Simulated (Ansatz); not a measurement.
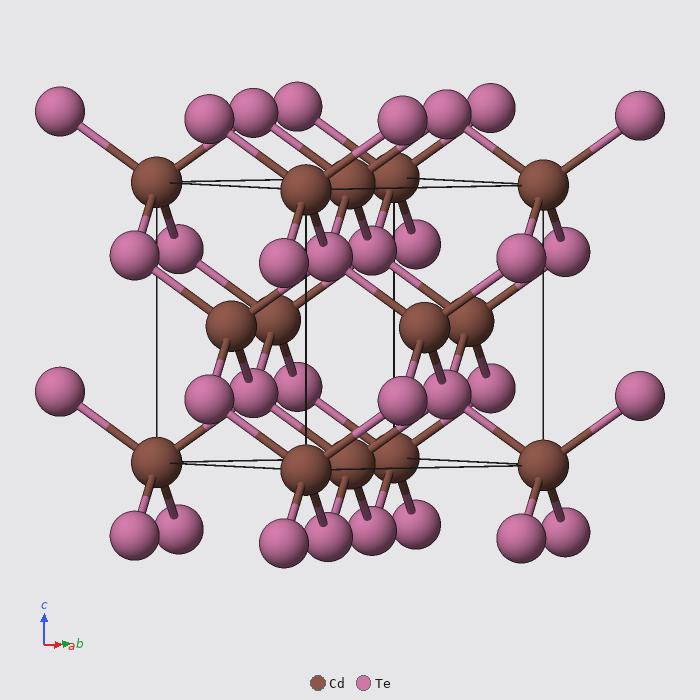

System CdTe (space group F-43m, No. 216); source of the atomic positions: the geometry relaxed with DFT PBEsol, scalar-relativistic, plane waves, PAW (Ansatz 0.2.0).

Bonds are taken as Cd–Te below 3.2 Å. Simplification: prune 0- and 1-connected atoms, fold 2-connected ones into links.

Question: What kind of net remains, and which atoms are its nodes?

Answer: A uninodal 4-connected, three-periodic net: Cd and Te are 4-connected nodes.

Question: Which named net is it?

Answer: It is the dia net, known from diamond, zinc blende and cristobalite.

Question: Is the net interpenetrated?

Answer: It is a single net, without interpenetration.

Question: Give the first six terms of the coordination sequence (nodes one, two, three … edges away).

Answer: Cd and Te: 4, 12, 24, 42, 64, 92.

Question: Give the point symbol of each node (shortest cycle at each angle).

Answer: Cd and Te: 6⁶.

The simplified net, drawn on the atoms' positions. Nodes are coloured by element. Short stubs are edges that leave the cut-out.

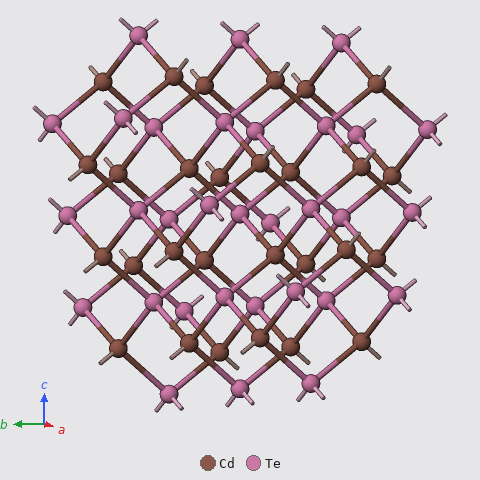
